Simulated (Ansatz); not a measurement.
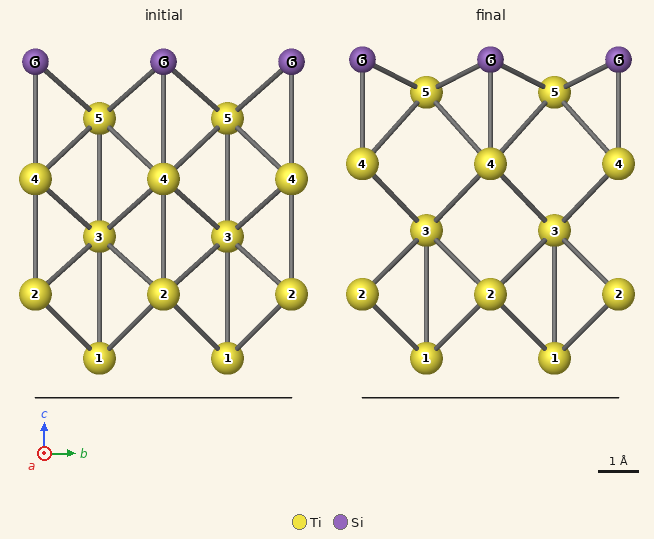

The structure of a slab of composition Ti₅Si (cut from the Im-3m phase) before (left) and after (right) a constrained relaxation, at one scale.

Style: ball-and-stick. Shown: the 2 × 2 repeat of the cell, outlined in the plane, without the vacuum, along the a axis.

Case: Si put over a Ti atom of a lower plane. The slab is the (1 0 0) face of Ti with Si on it. 2 atoms are held fixed.

Computed with DFT r2SCAN, scalar-relativistic, plane waves, PAW (Ansatz 0.2.0). Set-up: plane-wave cutoff 500 eV; k-point mesh 9 × 9 × 1; occupations gaussian; smearing width 0.1 eV; no spin polarisation; dipole correction; atoms relaxed in a fixed cell; force threshold 0.03 eV/Å; at most 70 steps.

### Summarise the run.

The energy falls by 0.508 eV per cell of the calculation in 6 accepted moves (7 points after the start). The largest force component goes from 1.4 to 0.0082 eV/Å. 1 step only repeated the SCF at the same geometry. The atom that moves furthest is Ti5 (0.66 Å along the normal (+c)). Largest moves by element: Ti 0.66 Å, Si 0.05 Å. The cell doesn't change. Near-neighbour distances that change, for instance: Ti3–Ti5 2.998 → 3.510 Å, Ti2–Ti4 2.928 → 3.314 Å, Ti4–Si6 2.979 → 2.646 Å, Ti5–Si6 2.713 → 2.444 Å. Bond angles that change, for instance: Ti5–Si6–Ti5 115.9° → 140.3°, Ti4–Si6–Ti5 57.9° → 70.2°, Ti5–Si6–Ti5 73.6° → 83.4°. The run took 2.9 min on 2 threads of Arm Neoverse V1, with other jobs on the host, peak memory 0.97 GiB.

Limits of the set-up: the periodic images lie only 3.3 Å apart, so the values are limited by the cell's size.
